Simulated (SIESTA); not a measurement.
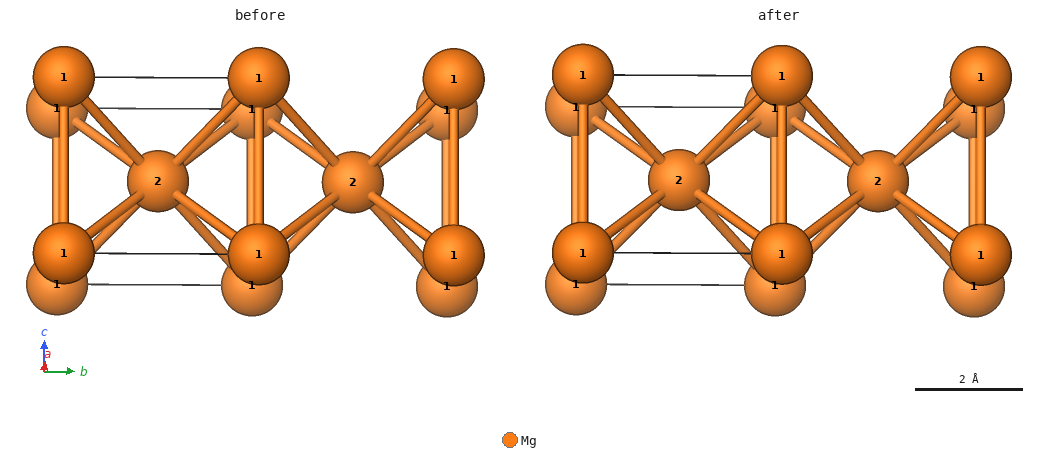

The structure of solid Mg (set up in I4/mmm) before (left) and after (right) a relaxation, at one scale.

Style: ball-and-stick. Shown: the cell of the calculation, repeated 1 × 2 × 1 with one cell outlined, from a free direction.

The run lets cell and atoms move.

Method: SIESTA 5.4.2, Kohn-Sham DFT of a periodic cell, PBE with D4, PseudoDojo 0.4 standard NC, numerical atomic orbitals.

The input:
```python
from ase.io import read
from ase.calculators.siesta import Siesta
from ase.units import Ry, GPa
from ase.calculators.mixing import SumCalculator
from dftd4.ase import DFTD4
from ase.optimize import BFGS
from ase.filters import FrechetCellFilter

atoms = read("Mg.cif")

fdf = {
    'SCFMustConverge': False,
    'OccupationFunction': 'FD',
    'ElectronicTemperature': '0.05 eV',
    'MaxSCFIterations': '120',
    'SCF.Mixer.Method': 'Pulay',
    'SCF.Mixer.Weight': '0.25',
    'SCF.Mixer.History': '8',
    'SCF.DM.Tolerance': '5.0e-05',
    'SCF.H.Tolerance': '1.0e-03 eV',
    'WriteForces': 'true',
    'Charge.Mulliken': 'end',
}
calc = Siesta(
    label="Mg",
    command="siesta < PREFIX.fdf > PREFIX.out",
    pseudo_path="pseudos",
    pseudo_qualifier="",
    xc=('GGA', 'PBE'),
    basis_set="DZP",
    mesh_cutoff=800 * Ry,
    energy_shift=0.002 * Ry,
    kpts=[7, 7, 8],
    spin="non-polarized",
    fdf_arguments=fdf,
)
disp = DFTD4(method="PBE")
atoms.calc = SumCalculator([calc, disp])

opt = BFGS(FrechetCellFilter(atoms), trajectory="relax.traj")
converged = opt.run(fmax=0.02, steps=40)
print("converged:", converged)
print("cell (A):", atoms.cell.cellpar().round(5))
print("scaled positions:")
print(atoms.get_scaled_positions().round(6))
print(f"energy = {atoms.get_potential_energy():.6f} eV")
free = (calc.get_potential_energy(atoms, force_consistent=True) + disp.get_potential_energy(atoms))
print(f"free energy = {free:.6f} eV")
print("forces (eV/A):")
print(atoms.get_forces(apply_constraint=False).round(6))
print("stress (GPa, Voigt order, tension positive):", (atoms.get_stress() / GPa).round(4))
```

Run as
```bash
python run.py
```

Q: Describe what moved and what it gained.

A: The atoms keep their places relative to the cell (all moves are under 0.005 Å). The volume changes by +5.1 %, with a = b 3.672 → 3.748 Å (+2.1 %), c 3.359 → 3.389 Å (+0.9 %). Among the contacts that change: Mg1–Mg2 3.092 → 3.145 Å, Mg1–Mg1 3.359 → 3.389 Å. The space group stays I4/mmm (No. 139). After 6 geometry steps the energy has fallen by 10.6 meV per cell of the calculation. All forces vanish by symmetry, so only the cell relaxes. The pressure goes from 1.58 to −0.08 GPa.
